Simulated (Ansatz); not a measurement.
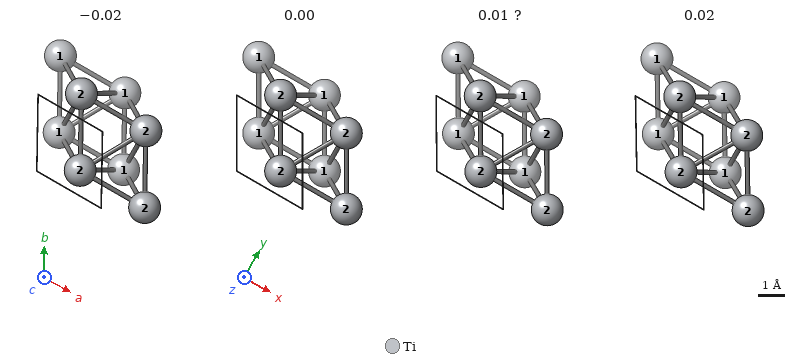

Solid Ti (P6_3/mmc): the cell is strained along x and oppositely along y, with the atoms kept at their fractional coordinates. x, y and z are the Cartesian axes of the input. Style: ball-and-stick. Shown: the cell of the calculation, repeated 2 × 2 × 1 with one cell outlined, along the c axis.

Level of theory: Ansatz, DFT PBE, scalar-relativistic, plane waves, PAW. Settings: plane-wave cutoff 420 eV; k-point mesh 24 × 24 × 14; occupations gaussian; smearing width 0.15 eV; no spin polarisation. Energies (free energies at the smearing named) are counted from the relaxed crystal.

| strain | ΔE (meV/atom) |
| --- | --- |
| −0.020 | 5.66 |
| −0.015 | 3.18 |
| −0.010 | 1.41 |
| −0.005 | 0.35 |
| 0.000 | 0.00 |
| 0.005 | 0.35 |
| 0.010 | ? |
| 0.015 | 3.11 |
| 0.020 | 5.48 |

### One row is withheld. What is its energy?

A straight line between the two neighbours gives 1.73 meV/atom. A cubic through the four nearest rows (0.000, 0.005, 0.015, 0.020) gives, with Lagrange weights, (−0.1667)(0.00) + (0.6667)(0.35) + (0.6667)(3.11) + (−0.1667)(5.48) = 1.39 meV/atom. The calculation gives 1.39 meV/atom, so the cubic is right to the digits shown and the straight line 0.34 meV/atom too high, as the curve bends upwards here.

The whole profile:

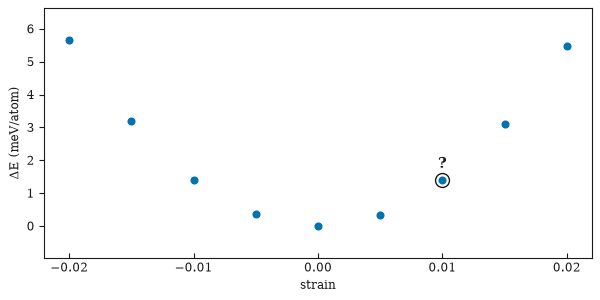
